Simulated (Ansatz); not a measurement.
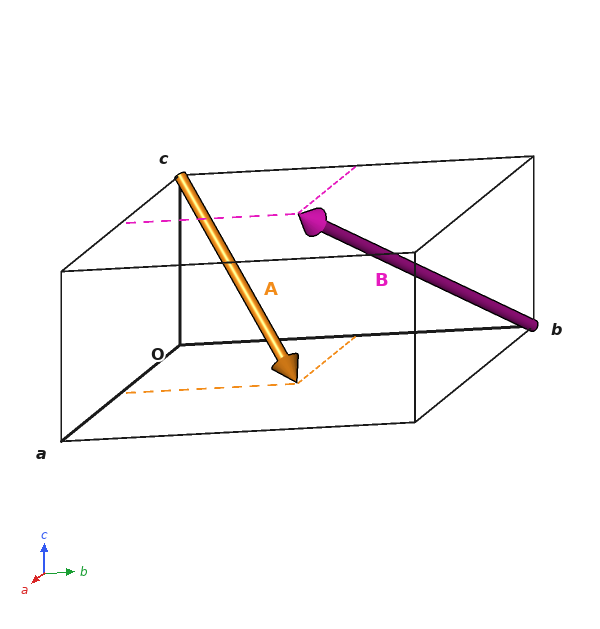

Crystal: Ge, the end point of a relaxation with DFT PBE, scalar-relativistic, plane waves, PAW (Ansatz); the starting structure was generated, so it need not be a known form of this composition. Each arrow starts at a corner of the unit cell and ends on its surface; where a tip isn't a corner, dashed lines run from it parallel to the axes. The drawing is computed from the coordinates (standard cell, symmetry found to 0.002 Å).

a = 5.432 Å, b = 5.432 Å, c = 2.672 Å, α = 90.00°, β = 90.00°, γ = 120.00°.

Give [uvw] of each arrow.

Arrow A runs from (0, 0, 1) to (1/2, 1/2, 0), so [1 1 −2], in four indices [1 1 −2 −6]; Arrow B runs from (0, 1, 0) to (1/2, 1/2, 1), so [1 −1 2], in four indices [1 −1 0 2].

How long is the vector ua + vb + wc in each case, and what angles do the directions make?

A 7.620 Å; B 10.820 Å. A–B: 110.3°.

In P6/mmm, No. 191, how many directions are equivalent to A (Laue class 6/mmm, both senses counted)?

12.
